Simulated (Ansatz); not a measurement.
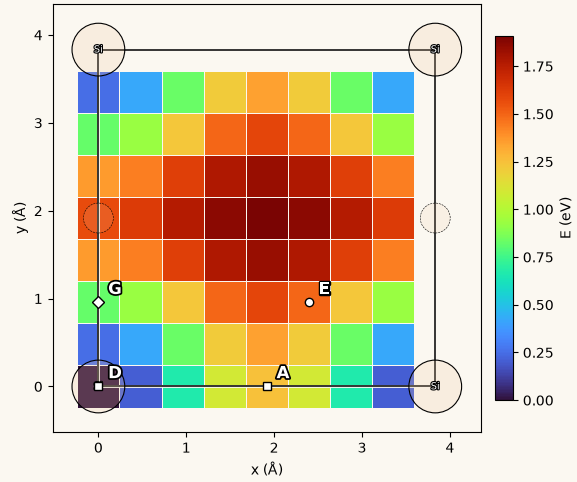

O on a Si(100) slab cut from the Fd-3m phase, its upper half relaxed before the scan (4 atoms of substrate and one adsorbate in a 1 × 1 cell). 
- O is moved over the surface cell at a fixed height above a rigid substrate; the origin of the map has the adsorbate above Si4; the height is held at 2.20 Å.
- Places are given modulo a cell vector. The map is drawn in real space over the plane of the surface.
- The grid has 8 × 8 points; 25 points were computed and 39 follow by symmetry.
- Energies: eV, counted from the lowest grid point.
- The magnetic moment jumps between some neighbouring points. With one adsorbate in each 1 × 1 cell, its nearest image is 3.8 Å away, so neighbouring adsorbates interact. At a fixed height the lowest place need not be the adsorption site.
- Method: DFT PBE+D3(BJ), scalar-relativistic, plane waves, PAW in Ansatz. Settings: cutoff 420 eV, k-mesh 7×7×1, gaussian smearing 0.05 eV, spin-polarised.

Drawn: one coloured cell a grid point, labelled circles for the atoms of the top layer and small ones for the second layer, the outline of one cell of the plane, lettered points.

### Is D the lowest point of the computed grid?

Yes. D, at the top site over a surface Si atom, (0/8, 0/8) of the cell vectors, has the lowest energy of the grid.

### Rank the lettered points by energy, lowest first.

D (0.00 eV), G (0.82 eV), A (1.25 eV), E (1.49 eV).

PAW datasets: the set soft_1.
